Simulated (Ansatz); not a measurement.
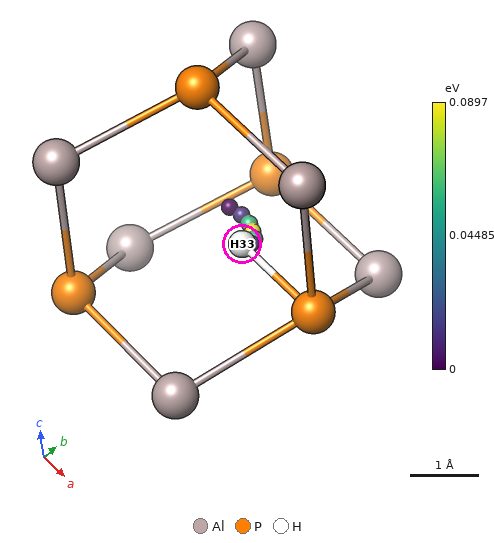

A search for the minimum-energy path of a defect cell of composition Al16P16H (33 atoms in the cell) by the nudged elastic band. Images are numbered from 0 (start) to 6 (end). The start is drawn whole; smaller spheres mark the moving atoms (H) in the later images, joined by lines and coloured by the energy of the image relative to the start. A ball-and-stick model of the atoms within 3.5 Å of the middle of the path, seen slightly off an axis. The moving atom is ringed, with any periodic copies. Bonds to atoms that aren't drawn are left out.

Method: DFT PBEsol, scalar-relativistic, plane waves, PAW (Ansatz). Set-up: plane-wave cutoff 420 eV; k-point mesh 2 × 2 × 2; Gaussian smearing 0.02 eV; spin collinear; 5 movable images; climbing image.

### Describe the path and its energy.

The H atom travels furthest, 0.99 Å from end to end, along [−1 1 0], on a path that bends up to 0.29 Å away from the straight line. At the highest image its nearest neighbour (P) is 2.06 Å away, against 1.60 Å at the start, and the surrounding atoms stand up to 0.06 Å off the mean of their end positions. Breaking: H–P (1.60 → 2.65 Å). Forming: H–P (2.65 → 1.60 Å). The barrier is about 0.090 eV in both directions, with image 3 at the top; the ends have the same energy. The band converged in 4 iterations. The largest component of the band force went from 0.21 to 0.026 eV/Å. The climbing image converged on the top of the path. Its curvatures weren't checked.

Cost: 22 min on 4 threads of Arm Neoverse N1, on a shared host, peak memory 4.6 GiB.
